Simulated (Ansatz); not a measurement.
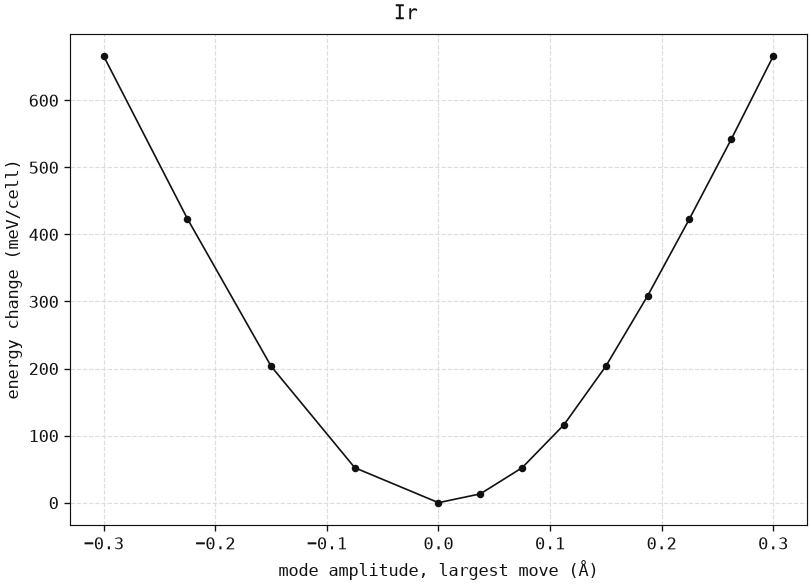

Calculation (Ansatz 0.2.0): a normal mode of the cell frozen into a crystal at growing amplitude, by plane-wave density functional theory with PAW datasets, free energies less that of the undisturbed cell; scalar-relativistic. Level: PBEsol, no spin polarisation.

- wave cutoff: 420 eV
- k mesh: 24×24×20
- occupations: Gaussian
- smearing width: 0.15 eV
- k shift: (0, 0, 0) (mesh steps)
- start: as given

The given structure:
```xyz
2
Lattice="0.0000 -1.9197 -1.9197 -1.9197 0.0000 -1.9197 1.9197 1.9197 -3.8394" Properties=species:S:1:pos:R:3 pbc="T T T"
Ir    0.0000    0.0000   -3.8394
Ir    0.0000    0.0000    0.0000
```

Displacement pattern for amplitude 1 (x, y, z for each atom, in the order of the cell):
| atom | x | y | z |
| --- | --- | --- | --- |
| Ir1 | −0.41 | −0.41 | −0.82 |
| Ir2 | 0.41 | 0.41 | 0.82 |

Figure. Energy change against mode amplitude for Ir, space group Fm-3m (No. 225).

The points at mode amplitude −0.225, −0.075, 0.15 and 0.3 follow from computed ones by symmetry.

The energy rises on both sides of the starting structure, which is therefore a minimum along this path. The energy change is 665.5 meV/cell at mode amplitude −0.3000 Å and 665.5 meV/cell at 0.3000 Å; the lowest computed point is at mode amplitude 0.0000 Å (0.0 meV/cell), in a single well. The phonon wavenumber is 115 cm⁻¹.

Keep in mind: reference crystal is not relaxed.
